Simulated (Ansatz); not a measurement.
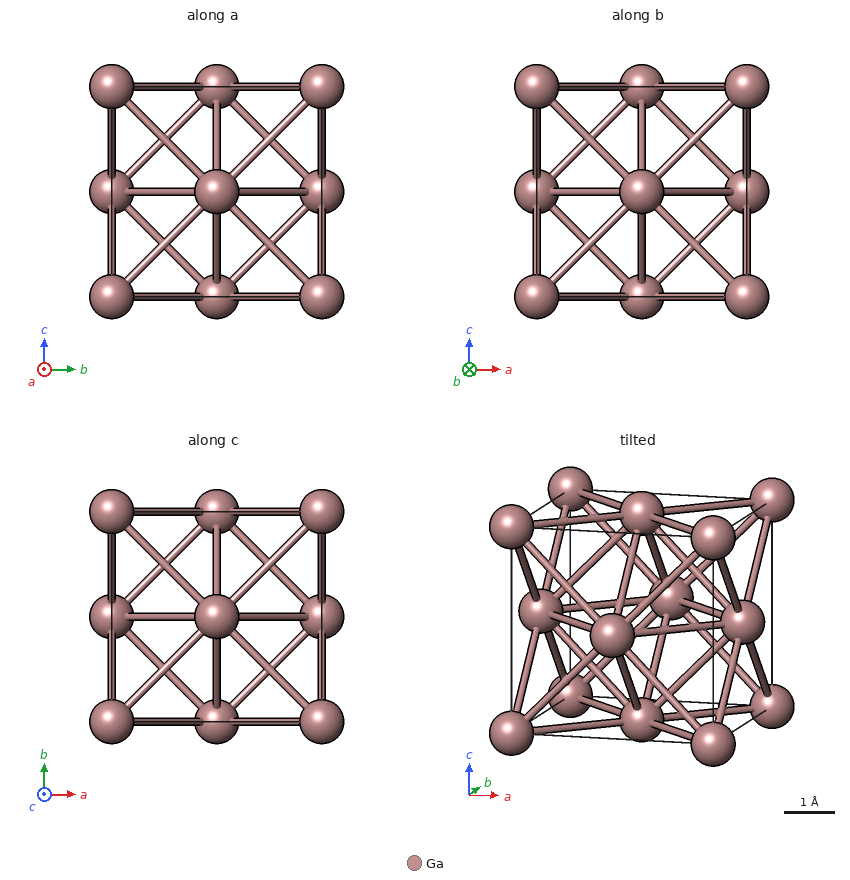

Shown here is a ball-and-stick view of the crystal, taken along the a axis, along the b axis, along the c axis and slightly off an axis. The box is the conventional unit cell; atoms on or close to its faces, edges and corners are drawn wherever they repeat.

Lattice parameters: a = 4.234 Å, b = 4.234 Å, c = 4.234 Å, α = 90.00°, β = 90.00°, γ = 90.00°. Put a along x and b in the xy plane.

**Convert the drawing into a POSCAR file.**

```
Ga
1.0
     4.234    0.000    0.000
     0.000    4.234    0.000
     0.000    0.000    4.234
Ga
4
Direct
  0.0000 0.0000 0.0000
  0.0000 0.5000 0.5000
  0.5000 0.0000 0.5000
  0.5000 0.5000 0.0000
```

The cell started as a structure type filled with this element by a generator (whether the element takes this form wasn't checked). The picture shows the end point of a geometry optimisation with Ansatz 0.2.0, DFT, PBE, plane waves (420 eV) with PAW, scalar-relativistic.
